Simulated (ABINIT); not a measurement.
Elastic calculation, with input and output: WC (part 1 of 3)

System: WC (2 atoms in the cell).
Method: Kohn-Sham DFT of a periodic cell, LDA, PseudoDojo NC SR LDA v0.4.1 standard, no spin polarisation (ABINIT 10.8.3).

The structure derives from an entry of the Crystallography Open Database.

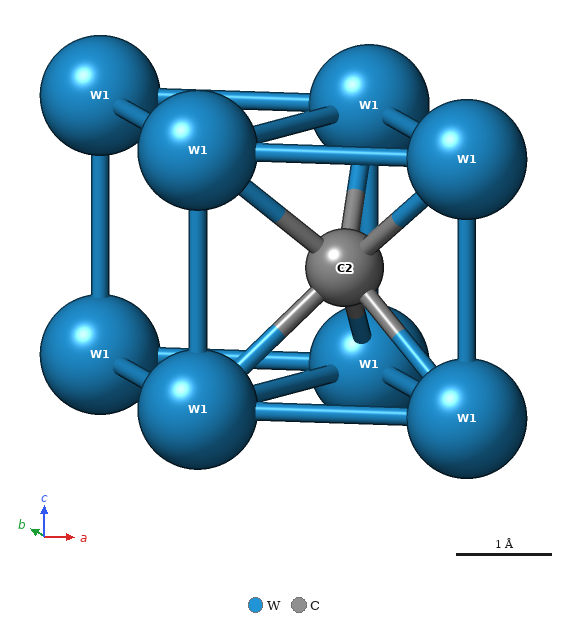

*The structure (ball-and-stick view of the cell of the calculation, seen slightly off an axis; atoms are numbered from 1 in the order of the input). An atom can appear more than once, as a periodic image.*

Near neighbours in the periodic cell (some may lie outside the picture): W has 6 C at 2.18 Å and 8 W at 2.81 to 2.88 Å; C has 6 W at 2.18 Å.

### Input file
```
# Datasets
ndtset 2

# Pseudopotentials
pp_dirpath "./"
pseudos "W.upf, C.upf"

# Structure
acell 2.88321151 2.8832115056 2.80915029 Angstrom
rprim
     1.0000000000     0.0000000000     0.0000000000
    -0.4999999990     0.8660254043     0.0000000000
     0.0000000000     0.0000000000     1.0000000000
ntypat 2
znucl 74 6
natom 2
typat 1 2
chkprim 0
chksymtnons 0
tolsym 1.0e-6
xred
            0.0            0.0            0.0
            2/3            1/3            1/2

# Plane-wave basis
ecut 1115.666836 eV
ecutsm 0.5

# k points
ngkpt 8 8 8
nshiftk 1
shiftk 0.0 0.0 0.5

# Exchange and correlation
ixc 7

# Bands and occupations
nband 17
occopt 3
tsmear 0.05 eV

# SCF cycle
nstep 80

# Output
prteig 0
prtebands 0
prtwf 0
prtden 0
prtpot 0

# Dataset 1: ground state
kptopt1 1
tolvrs1 1.0e-15
prtwf1 1
tolwfr1 1.0e-14
nbdbuf1 4
nline1 6

# Dataset 2: response at q = 0 to atomic displacements, strain
rfphon2 1
rfstrs2 3
rfatpol2 1 2
rfdir2 1 1 1
getwfk2 1
kptopt2 2
nqpt2 1
qpt2 0.0 0.0 0.0
tolvrs2 1.0e-9
```

### File mrgddb.in
```
merged_DDB
WC
2
runo_DS1_DDB
runo_DS2_DDB
```

### File anaddb.abi
```
ddb_filepath "merged_DDB"
output_file "anaddb.abo"
outdata_prefix "ana"
asr 1
chneut 0
dipdip 0
dieflag 0
enunit 0
elaflag 3
instrflag 1
eivec 1
nph1l 1
qph1l 0.0 0.0 0.0 1.0
```

Command:
```bash
mpirun --bind-to none -np 4 abinit run.abi > log 2>&1
mrgddb < mrgddb.in > mrgddb.log 2>&1
anaddb anaddb.abi > anaddb.log 2>&1
```

### The program's output
```
.Version 10.8.3 of ABINIT
 DATASET    1 : space group P-6 m 2 (#187); Bravais hP (primitive hexag.)
================================================================================
 Values of the parameters that define the memory need for DATASET  1.
     intxc =       0    ionmov =       0      iscf =       7    lmnmax =       8
     lnmax =       8     mgfft =      32  mpssoang =       4    mqgrid =    3001
     natom =       2  nloc_mem =       1    nspden =       1   nspinor =       1
    nsppol =       1      nsym =      12    n1xccc =    2501    ntypat =       2
    occopt =       3   xclevel =       1
       mpw =        1736          nfft =       32768          nkpt =          40
================================================================================
================================================================================

 DATASET    2 : space group P-6 m 2 (#187); Bravais hP (primitive hexag.)
================================================================================
 Values of the parameters that define the memory need for DATASET  2 (RF).
     intxc =       0      iscf =       7    lmnmax =       8     lnmax =       8
     mgfft =      32  mpssoang =       4    mqgrid =    3001     natom =       2
  nloc_mem =       1    nspden =       1   nspinor =       1    nsppol =       1
      nsym =      12    n1xccc =    2501    ntypat =       2    occopt =       3
   xclevel =       1
      nfft =       32768          nkpt =         256
================================================================================
================================================================================

--------------------------------------------------------------------------------
------------- Echo of variables that govern the present computation ------------
--------------------------------------------------------------------------------
 -outvars: echo values of preprocessed input variables --------
            acell      5.4484801170E+00  5.4484801087E+00  5.3085246946E+00 Bohr
              amu      1.83850000E+02  1.20110000E+01
          chkprim           0
      chksymtnons           0
             ecut      4.10000000E+01 Hartree
           ecutsm      5.00000000E-01 Hartree
           getwfk1          0
           getwfk2          1
              ixc           7
           jdtset        1    2
                       outvar_i_n : Printing only first  50 k-points.
           kptopt1          1
           kptopt2          2
         kptrlatt        8    0    0      0    8    0      0    0    8
          kptrlen      4.24681976E+01
            natom           2
            nband1         17
            nband2         17
           nbdbuf1          4
           nbdbuf2          2
           ndtset           2
            ngfft          32      32      32
             nkpt1         40
             nkpt2        256
            nline1          6
            nline2          4
             nqpt1          0
             nqpt2          1
            nstep          80
             nsym          12
           ntypat           2
                       prtocc : prtvol=0, do not print more k-points.
           occopt           3
        optdriver1          0
        optdriver2          1
           prtden           0
        prtebands           0
           prteig           0
            prtwf1          1
            prtwf2          0
           rfphon1          0
           rfphon2          1
           rfstrs1          0
           rfstrs2          3
            rprim      1.0000000000E+00  0.0000000000E+00  0.0000000000E+00
                      -4.9999999900E-01  8.6602540430E-01  0.0000000000E+00
                       0.0000000000E+00  0.0000000000E+00  1.0000000000E+00
           shiftk      0.00000000E+00  0.00000000E+00  5.00000000E-01
          spgroup         187
           tolsym      1.00000000E-06
           tolvrs1     1.00000000E-15
           tolvrs2     1.00000000E-09
           tolwfr1     1.00000000E-14
           tolwfr2     0.00000000E+00
           tsmear      1.83746611E-03 Hartree
            typat      1  2
                       outvars : Printing only first  50 k-points.
           xangst      0.0000000000E+00  0.0000000000E+00  0.0000000000E+00
                       1.4416057567E+00  8.3231146994E-01  1.4045751450E+00
            xcart      0.0000000000E+00  0.0000000000E+00  0.0000000000E+00
                       2.7242400617E+00  1.5728407296E+00  2.6542623473E+00
             xred      0.0000000000E+00  0.0000000000E+00  0.0000000000E+00
                       6.6666666667E-01  3.3333333333E-01  5.0000000000E-01
            znucl       74.00000    6.00000

================================================================================

 chkinp: Checking input parameters for consistency, jdtset=   1.

 chkinp: Checking input parameters for consistency, jdtset=   2.

================================================================================
== DATASET  1 ==================================================================

--- !DatasetInfo
iteration_state: {dtset: 1, }
dimensions: {natom: 2, nkpt: 40, mband: 17, nsppol: 1, nspinor: 1, nspden: 1, mpw: 1736, }
cutoff_energies: {ecut:  41.0, pawecutdg:  -1.0, }
electrons: {nelect:   1.80000000E+01, charge:   0.00000000E+00, occopt:   3.00000000E+00, tsmear:   1.83746611E-03, }
meta: {optdriver: 0, ionmov: 0, optcell: 0, iscf: 7, paral_kgb: 0, }
...

 Exchange-correlation functional for the present dataset will be:
  LDA: Perdew-Wang 92 LSD fit to Ceperley-Alder data - ixc=7
  J.P.Perdew and Y.Wang, PRB 45, 13244 (1992)

 Real(R)+Recip(G) space primitive vectors, cartesian coordinates (Bohr,Bohr^-1):
 R(1)=  5.4484801  0.0000000  0.0000000  G(1)=  0.1835374  0.1059654  0.0000000
 R(2)= -2.7242400  4.7185222  0.0000000  G(2)=  0.0000000  0.2119308  0.0000000
 R(3)=  0.0000000  0.0000000  5.3085247  G(3)=  0.0000000  0.0000000  0.1883763
 Unit cell volume ucvol=  1.3647566E+02 bohr^3
 Angles (23,13,12)=  9.00000000E+01  9.00000000E+01  1.20000000E+02 degrees

 getcut: wavevector=  0.0000  0.0000  0.0000  ngfft=  32  32  32
         ecut(hartree)=     41.000   => boxcut(ratio)=   2.03759

--- Pseudopotential description ------------------------------------------------
- pspini: atom type   1  psp file is ./W.upf
  74.00000  14.00000  180309                  znucl, zion, pspdat
12 -1012 3 -1 1380                            pspcod,pspxc,lmax,lloc,mmax
     nproj     2     2     2     2

- pspini: atom type   2  psp file is ./C.upf
   6.00000   4.00000  180309                  znucl, zion, pspdat
12 -1012 1 -1 1234                            pspcod,pspxc,lmax,lloc,mmax
     nproj     2     2     0     0

   2.81287878E+02                                ecore*ucvol(ha*bohr**3)
--------------------------------------------------------------------------------

================================================================================

--- !BeginCycle
iteration_state: {dtset: 1, }
solver: {iscf: 7, nstep: 80, nline: 6, wfoptalg: 0, }
tolerances: {tolwfr: 1.00E-14, tolvrs: 1.00E-15, }
...

     iter   Etot(hartree)      deltaE(h)  residm     vres2
 ETOT  1  -81.814341059816    -8.181E+01 5.952E-02 6.059E+02
 ETOT  2  -81.737794096197     7.655E-02 9.868E-05 1.036E+03
 ETOT  3  -81.976814968275    -2.390E-01 4.243E-03 3.786E-01
 ETOT  4  -81.976916575219    -1.016E-04 2.471E-06 5.818E-02
 ETOT  5  -81.976921426747    -4.852E-06 9.825E-07 1.938E-02
 ETOT  6  -81.976926345992    -4.919E-06 1.058E-07 9.441E-04
 ETOT  7  -81.976926591888    -2.459E-07 1.109E-08 1.776E-05
 ETOT  8  -81.976926596386    -4.499E-09 1.795E-10 1.585E-08
 ETOT  9  -81.976926596389    -2.302E-12 1.045E-13 4.583E-09
 ETOT 10  -81.976926596389    -3.695E-13 4.957E-14 5.548E-12
 ETOT 11  -81.976926596390    -8.100E-13 7.778E-15 1.938E-13
 ETOT 12  -81.976926596389     1.023E-12 7.742E-15 1.103E-14
 ETOT 13  -81.976926596389    -5.258E-13 7.722E-15 3.938E-17

 At SCF step   13  max residual=  7.72E-15 < tolwfr=  1.00E-14 AND vres2   =  3.94E-17 < tolvrs=  1.00E-15 =>converged.

 Cartesian components of stress tensor (hartree/bohr^3)
  sigma(1 1)=  7.74646873E-06  sigma(3 2)=  0.00000000E+00
  sigma(2 2)=  7.74649686E-06  sigma(3 1)=  0.00000000E+00
  sigma(3 3)= -1.20244226E-05  sigma(2 1)= -3.07605684E-11

--- !ResultsGS
iteration_state: {dtset: 1, }
comment   : Summary of ground state results
lattice_vectors:
- [  5.4484801,   0.0000000,   0.0000000, ]
- [ -2.7242400,   4.7185222,   0.0000000, ]
- [  0.0000000,   0.0000000,   5.3085247, ]
lattice_lengths: [   5.44848,    5.44848,    5.30852, ]
lattice_angles: [ 90.000,  90.000, 120.000, ] # degrees, (23, 13, 12)
lattice_volume:   1.3647566E+02
convergence: {deltae: -5.258E-13, res2:  3.938E-17, residm:  7.722E-15, diffor: null, }
etotal    :  -8.19769266E+01
entropy   :   0.00000000E+00
fermie    :   6.48837351E-01
cartesian_stress_tensor: # hartree/bohr^3
- [  7.74646873E-06,  -3.07605684E-11,   0.00000000E+00, ]
- [ -3.07605684E-11,   7.74649686E-06,   0.00000000E+00, ]
- [  0.00000000E+00,   0.00000000E+00,  -1.20244226E-05, ]
pressure_GPa:  -3.4016E-02
xred      :
- [  0.0000E+00,   0.0000E+00,   0.0000E+00,  W]
- [  6.6667E-01,   3.3333E-01,   5.0000E-01,  C]
cartesian_forces: # hartree/bohr
- [  1.73958810E-26,  -5.38697709E-26,  -0.00000000E+00, ]
- [ -1.73958810E-26,   5.38697709E-26,  -0.00000000E+00, ]
force_length_stats: {min:   5.66089118E-26, max:   5.66089118E-26, mean:   5.66089118E-26, }
...

 Integrated electronic density in atomic spheres:
 ------------------------------------------------
 Atom  Sphere_radius  Integrated_density
    1        2.00000         10.25312604
    2        2.00000          4.12608368
================================================================================

 ----iterations are completed or convergence reached----

 Mean square residual over all n,k,spin=   75.301E-17; max=  77.219E-16
 reduced coordinates (array xred) for    2 atoms
       0.000000000000      0.000000000000      0.000000000000
       0.666666666667      0.333333333333      0.500000000000
 rms dE/dt=  2.8990E-25; max dE/dt=  1.3786E-25; dE/dt below (all hartree)
    1      -0.000000000000     -0.000000000000      0.000000000000
    2       0.000000000000     -0.000000000000      0.000000000000

 cartesian coordinates (angstrom) at end:
    1      0.00000000000000     0.00000000000000     0.00000000000000
    2      1.44160575669440     0.83231146993988     1.40457514500000

 cartesian forces (hartree/bohr) at end:
    1      0.00000000000000    -0.00000000000000    -0.00000000000000
    2     -0.00000000000000     0.00000000000000    -0.00000000000000
 frms,max,avg= 3.2683170E-26 5.3869771E-26   0.000E+00  0.000E+00  0.000E+00 h/b

 cartesian forces (eV/Angstrom) at end:
    1      0.00000000000000    -0.00000000000000    -0.00000000000000
    2     -0.00000000000000     0.00000000000000    -0.00000000000000
 frms,max,avg= 1.6806362E-24 2.7700950E-24   0.000E+00  0.000E+00  0.000E+00 e/A
 length scales=  5.448480116965  5.448480108650  5.308524694614 bohr
              =  2.883211510000  2.883211505600  2.809150290000 angstroms
 Fermi (or HOMO) energy (hartree) =   0.64884   Average Vxc (hartree)=  -0.53583
 Eigenvalues (hartree) for nkpt=  40  k points:
 kpt#   1, nband= 17, wtk=  0.00391, kpt=  0.0000  0.0000  0.0625 (reduced coord)
  -2.06585   -0.74331   -0.73775   -0.73775    0.12069    0.48527    0.52484    0.52484
   0.65388    0.75869    0.75869    0.86950    0.86950    0.89727    1.19558    1.27555
   1.27555
      occupation numbers for kpt#   1
   2.00000    2.00000    2.00000    2.00000    2.00000    2.00000    2.00000    2.00000
   0.12082    0.00000    0.00000    0.00000    0.00000    0.00000    0.00000    0.00000
   0.00000
 prteigrs : prtvol=0 or 1, do not print more k-points.

--- !EnergyTerms
iteration_state     : {dtset: 1, }
comment             : Components of total free energy in Hartree
kinetic             :  2.45402370418233E+01
hartree             :  8.58882026792010E+00
xc                  : -1.86678028352169E+01
Ewald energy        : -6.65799339686364E+01
psp_core            :  2.06108452900123E+00
local_psp           : -4.44102337736252E+01
non_local_psp       :  1.24909879107684E+01
internal            : -8.19768408279655E+01
'-kT*entropy'       : -8.57684238473278E-05
total_energy        : -8.19769265963894E+01
total_energy_eV     : -2.23070581287278E+03
band_energy         : -4.06939296087185E+00
...

 Cartesian components of stress tensor (hartree/bohr^3)
  sigma(1 1)=  7.74646873E-06  sigma(3 2)=  0.00000000E+00
  sigma(2 2)=  7.74649686E-06  sigma(3 1)=  0.00000000E+00
  sigma(3 3)= -1.20244226E-05  sigma(2 1)= -3.07605684E-11

-Cartesian components of stress tensor (GPa)         [Pressure= -3.4016E-02 GPa]
- sigma(1 1)=  2.27908979E-01  sigma(3 2)=  0.00000000E+00
- sigma(2 2)=  2.27909806E-01  sigma(3 1)=  0.00000000E+00
- sigma(3 3)= -3.53770728E-01  sigma(2 1)= -9.05007166E-07

================================================================================
== DATASET  2 ==================================================================

--- !DatasetInfo
iteration_state: {dtset: 2, }
dimensions: {natom: 2, nkpt: 256, mband: 17, nsppol: 1, nspinor: 1, nspden: 1, mpw: 1736, }
cutoff_energies: {ecut:  41.0, pawecutdg:  -1.0, }
electrons: {nelect:   1.80000000E+01, charge:   0.00000000E+00, occopt:   3.00000000E+00, tsmear:   1.83746611E-03, }
meta: {optdriver: 1, rfphon: 1, rfstrs: 3, }
...

 mkfilename : getwfk/=0, take file _WFK from output of DATASET   1.

 Exchange-correlation functional for the present dataset will be:
  LDA: Perdew-Wang 92 LSD fit to Ceperley-Alder data - ixc=7
  J.P.Perdew and Y.Wang, PRB 45, 13244 (1992)

 Real(R)+Recip(G) space primitive vectors, cartesian coordinates (Bohr,Bohr^-1):
 R(1)=  5.4484801  0.0000000  0.0000000  G(1)=  0.1835374  0.1059654  0.0000000
 R(2)= -2.7242400  4.7185222  0.0000000  G(2)=  0.0000000  0.2119308  0.0000000
 R(3)=  0.0000000  0.0000000  5.3085247  G(3)=  0.0000000  0.0000000  0.1883763
 Unit cell volume ucvol=  1.3647566E+02 bohr^3
 Angles (23,13,12)=  9.00000000E+01  9.00000000E+01  1.20000000E+02 degrees
 setup1 : take into account q-point for computing boxcut.

 getcut: wavevector=  0.0000  0.0000  0.0000  ngfft=  32  32  32
         ecut(hartree)=     41.000   => boxcut(ratio)=   2.03759
--------------------------------------------------------------------------------

 symkchk : k-point set has full space-group symmetry.

 ==>  initialize data related to q vector <==

 The list of irreducible perturbations for this q vector is:
    1)    idir= 1    ipert=   1
    2)    idir= 3    ipert=   1
    3)    idir= 1    ipert=   2
    4)    idir= 3    ipert=   2
    5)    idir= 1    ipert=   5
    6)    idir= 2    ipert=   5
    7)    idir= 3    ipert=   5
    8)    idir= 1    ipert=   6
    9)    idir= 2    ipert=   6
   10)    idir= 3    ipert=   6

================================================================================

 The perturbation idir=   2  ipert=   1 is
 symmetric of a previously calculated perturbation.
 So, its SCF calculation is not needed.

 The perturbation idir=   2  ipert=   2 is
 symmetric of a previously calculated perturbation.
 So, its SCF calculation is not needed.

--------------------------------------------------------------------------------
 Perturbation wavevector (in red.coord.)   0.000000  0.000000  0.000000
 Perturbation : displacement of atom   1   along direction   1
 Found     2 symmetries that leave the perturbation invariant.
 symkpt : the number of k-points, thanks to the symmetries,
 is reduced to   136 .

--------------------------------------------------------------------------------

--------------------------------------------------------------------------------

 dfpt_looppert : total number of electrons, from k and k+q
  fully or partially occupied states are    1.800000E+01 and    1.800000E+01.
 Initialisation of the first-order wave-functions :
  ireadwf=   0

--- !BeginCycle
iteration_state: {dtset: 2, }
solver: {iscf: 7, nstep: 80, nline: 4, wfoptalg: 0, }
tolerances: {tolvrs: 1.00E-09, }
...
```
